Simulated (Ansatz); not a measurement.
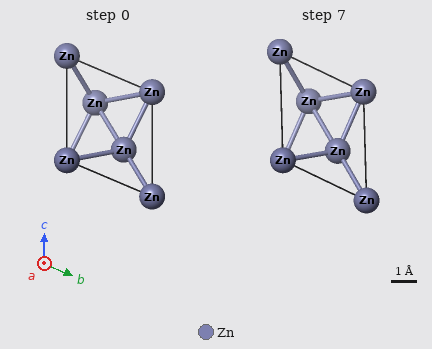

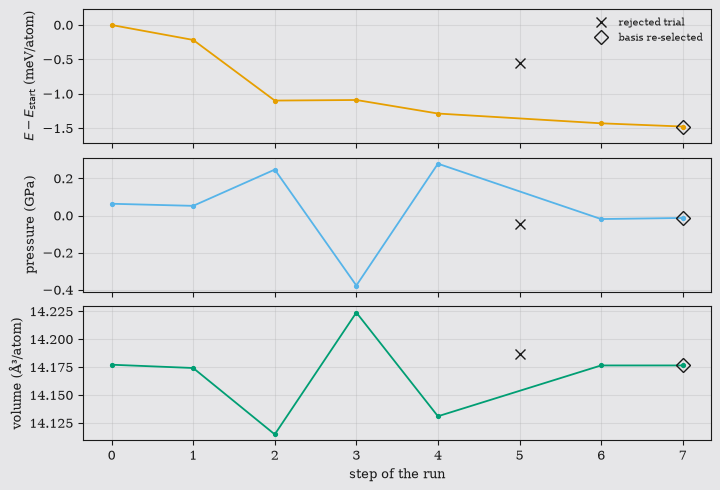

First and last geometry of a relaxation of crystalline Zn (set up in R-3m), with the history of the run. Style: ball-and-stick. Shown: the cell of the calculation, along the a axis.

Case: 3 of 3 Cd sites taken by Zn, cell and atoms relaxed.

Method: DFT PBEsol, scalar-relativistic, plane waves, PAW in Ansatz. Set-up: plane-wave cutoff 420 eV; k-point mesh 14 × 12 × 14; occupations gaussian; smearing width 0.1 eV; no spin polarisation; cell and atoms relaxed; force threshold 0.015 eV/Å; at most 60 steps.

Read the history and describe the run.

It converged. The atoms keep their places relative to the cell (all moves are under 0.005 Å). The drawn cell changes at constant volume: a 2.772 → 2.752 Å (−0.7 %), b 3.845 → 3.852 Å (+0.2 %), c 4.552 → 4.718 Å (+3.6 %), α 111.9° → 116.0°, β 107.7° → 107.0°. Some distances before and after: Zn–Zn 2.665 → 2.752 Å, Zn–Zn 2.772 → 2.686 Å, Zn–Zn 2.772 → 2.752 Å, Zn–Zn 2.665 → 2.676 Å. The space group stays R-3m (No. 166). The energy falls by 1.5 meV per atom in 5 accepted moves (7 points after the start). All forces vanish by symmetry, so only the cell relaxes. The pressure goes from 0.06 to −0.01 GPa. The line search rejected the trial step at point 5 of the run. The SCF was repeated once at an unchanged geometry on a basis and grid sized afresh for the cell, which shifted the energy by less than 0.05 meV per atom at most. The run took 4.6 min on 1 thread of AMD EPYC 7R43 64-Core Processor (Zen 3), with other jobs on the host, peak memory 0.79 GiB.

```csv
step,"E − E(0), meV/atom","pressure, GPa","volume, Å³/atom",note
0,0.00,0.06,14.177,
1,-0.22,0.05,14.174,
2,-1.10,0.25,14.115,
3,-1.09,-0.38,14.224,
4,-1.29,0.28,14.131,
5,-0.56,-0.05,14.187,rejected
6,-1.43,-0.02,14.177,
7,-1.47,-0.01,14.177,"same geometry, new basis"
```
